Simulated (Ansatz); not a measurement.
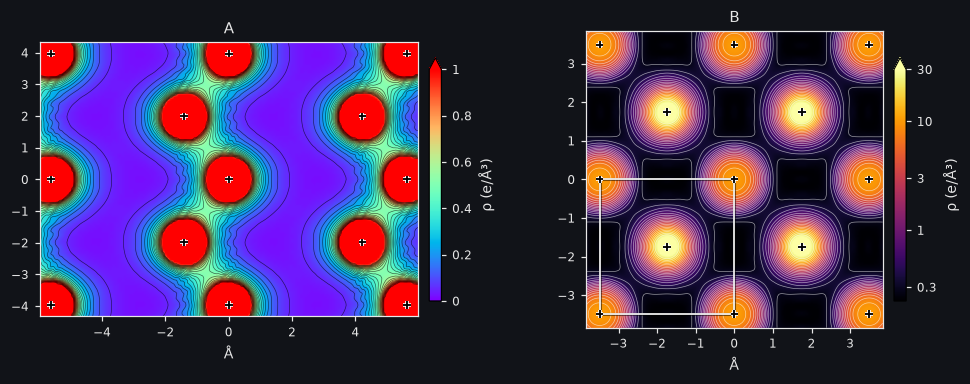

The valence pseudo-density of 2 systems, each on a plane through atoms (crosses mark nuclei in the plane).

All numbers below come from DFT LDA, scalar-relativistic, plane waves, PAW (Ansatz 0.2.0).

System 1: Ge, the (110) plane of the conventional cell. Space group Fd-3m; a structure from a database of computed crystals, not necessarily the ambient phase.

```xyz
8
Lattice="3.9750 -3.9750 0.0000 3.9750 3.9750 0.0000 0.0000 0.0000 5.6214" Properties=species:S:1:pos:R:3 pbc="T T T"
Ge    0.0000    0.0000    0.0000
Ge    3.9750    0.0000    0.0000
Ge    1.9875   -1.9875    2.8107
Ge    1.9875    1.9875    2.8107
Ge    1.9875    0.0000    1.4054
Ge    5.9624    0.0000    1.4054
Ge    3.9750   -1.9875    4.2161
Ge    3.9750    1.9875    4.2161
```

System 2: TiCo₃, the (001) plane of the conventional cell. Space group Pm-3m; computed without spin polarisation.

Q: Which map belongs to which system?

A: Panel A is system 1, Ge: the plane holds Ge. Ge–Ge (2.43 Å): ρ is about 0.51 e/Å³ halfway. Panel B is system 2, TiCo₃: the plane holds Ti and Co. Ti–Co (2.47 Å): ρ at the midpoint is about 0.35 e/Å³.
